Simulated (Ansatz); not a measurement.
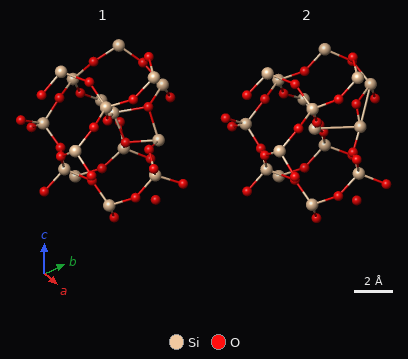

Two geometries of a defect cell of composition Si₂₅O₄₈, drawn at one scale. One is the start of a relaxation, the other its converged end. Style: ball-and-stick. Shown: the atoms within 5.0 Å of the atom that moves most (axes of the cell of the calculation, reduced to other axes (origin shifted)), slightly off an axis. Lengths and directions refer to the drawn axes.

Method: DFT, PBEsol, PAW, plane waves in Ansatz 0.2.0. Set-up: plane-wave cutoff 420 eV; k-point mesh 1 × 1 × 1; mesh shifted by (0.25, 0.25, 0.25); no spin polarisation; atoms relaxed in a fixed cell; force threshold 0.03 eV/Å; at most 80 steps.

> Which of the two is the end point?

Structure 1 is the relaxed one. The energy falls by 27.143 eV per cell of the calculation in 26 geometry steps. Largest force component: 56 eV/Å at the start, 0.028 eV/Å at the end. The atom that moves furthest is a Si atom (1.05 Å along [−1 1 1]). By element the largest moves are Si 1.05 Å, O 0.70 Å. The lattice vectors keep their values. Near-neighbour distances that change, for instance: Si–Si 3.988 → 3.099 Å, Si–Si 3.759 → 3.027 Å, O–Si 2.418 → 3.145 Å, O–Si 2.584 → 1.924 Å. New bonds form, among them: O–Si (2.37 → 1.90 Å), O–Si (2.58 → 1.92 Å). Among the angles between lasting bonds that change: O–Si–O 154.2° → 100.7°, O–Si–O 147.1° → 94.7°, Si–O–Si 155.8° → 119.0°. Cost: 27 s on 1 × NVIDIA GB300 Max-Q with 8 threads of Arm Neoverse-V2, peak memory 1.8 GiB.
